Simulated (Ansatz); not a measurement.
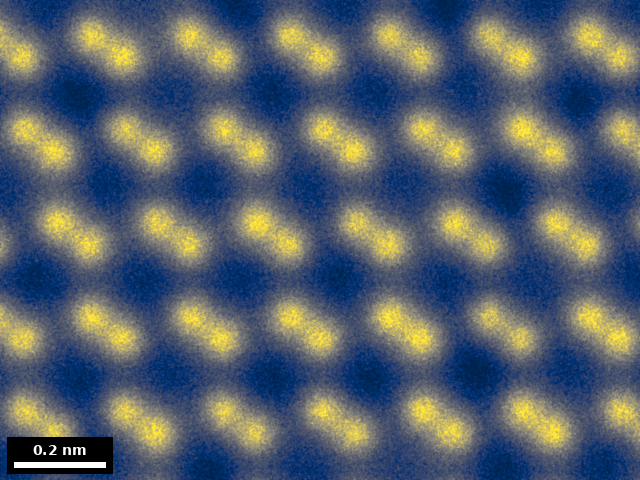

Integrated-DPC-like image of C (Fd-3m, No. 227). Simulated as the projected potential of neutral atoms (B = 0.5 Å²) blurred by a 0.50 Å probe, the thin-sample limit of integrated differential phase contrast. Shot noise and the speckle of an amorphous layer were added. Atomic positions: the geometry relaxed with Ansatz 0.2.0, DFT PBEsol, scalar-relativistic, plane waves, PAW; the starting structure was generated, so it need not be a known form of this composition.

```
CELL_PARAMETERS angstrom
3.55379 0.00000 0.00000
0.00000 3.55379 0.00000
0.00000 0.00000 3.55379
ATOMIC_POSITIONS crystal
C 0.50000 0.00000 0.50000
C 0.25000 0.75000 0.75000
C 0.50000 0.50000 0.00000
C 0.25000 0.25000 0.25000
C 0.00000 0.00000 0.00000
C 0.75000 0.75000 0.25000
C 0.00000 0.50000 0.50000
C 0.75000 0.25000 0.75000
```

Question: Which beam direction gives this image, [211], [111], [110] or [221]? (Directions equivalent by symmetry count as one.)

Answer: [110]. The projected cells are 1.26 × 2.05 Å, 90° for [211]; 1.45 × 1.45 Å, 120° for [111]; 2.18 × 2.18 Å, 109° for [110]; 0.42 × 1.26 Å, 90° for [221], and the image repeats as the [110] one does.
